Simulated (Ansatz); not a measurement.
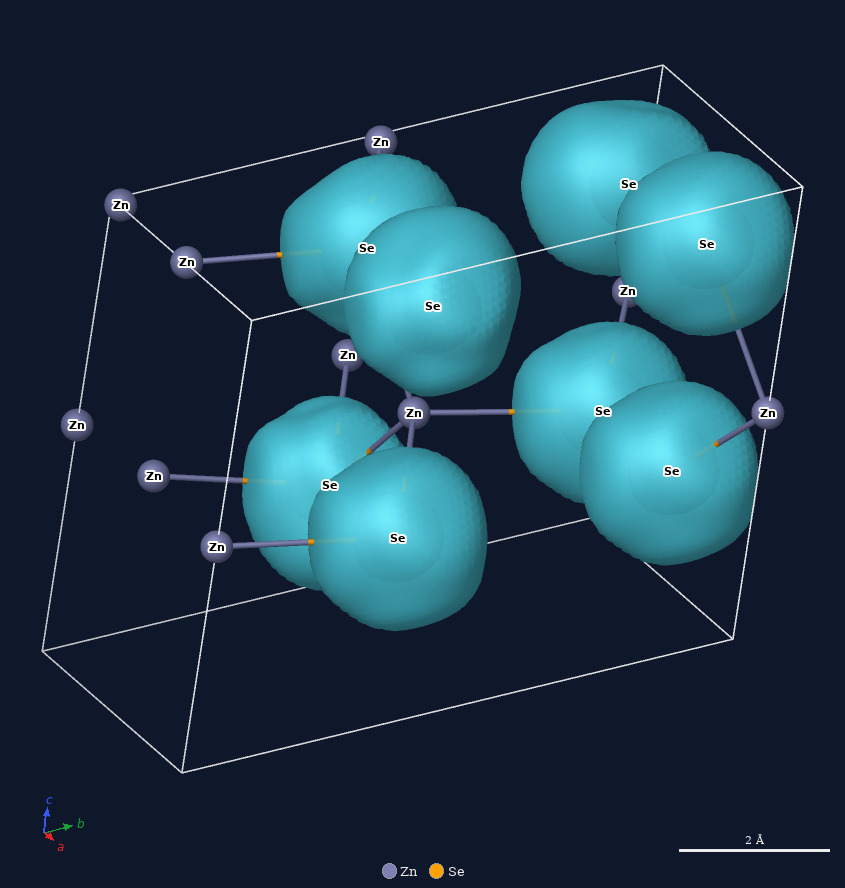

The picture shows: Zn$_{7}$Se$_{8}$ (cell charge −2, with a compensating background) (cell with a defect). Isosurface of the electron localisation function at 0.7 (cyan), seen slightly off an axis. Core shells and regions of very low density are left out. Sticks mark near contacts.

The calculation used DFT PBE, scalar-relativistic, plane waves, PAW (Ansatz 0.2.0).

```xyz
15
Lattice="0.0000 5.7318 -5.7318 5.7318 5.7318 0.0000 5.7318 0.0000 -5.7318" Properties=species:S:1:pos:R:3 pbc="T T T"
Zn    5.7318    2.8659   -8.4388
Zn    8.4388    2.8659   -5.7318
Zn    5.7318    0.1589   -5.7318
Zn    5.7318    5.5729   -5.7318
Zn    3.0248    2.8659   -5.7318
Zn    5.7318    2.8659   -3.0248
Zn    2.8659    0.0000   -2.8659
Se    4.2285    4.3692   -4.2285
Se    7.1550    7.1744   -4.3085
Se    4.3085    7.1744   -7.1550
Se    7.1550   10.0208   -7.1550
Se    7.2351    4.3692   -7.2351
Se    9.9603    7.0944   -7.2351
Se    7.2351    7.0944   -9.9603
Se   10.0403   10.0208  -10.0403
```

Q: What do the ELF domains correspond to?

A: The surface consists of eight regions wrapped around Se (the valence shell of each), counted in one cell of 15 atoms. Any copies at cell faces, edges or corners count once. Profiles from the grid: Zn–Se (2.44 Å): the ELF is about 0.60 at the midpoint. Zn–Se (2.50 Å): the ELF is about 0.60 at the midpoint.
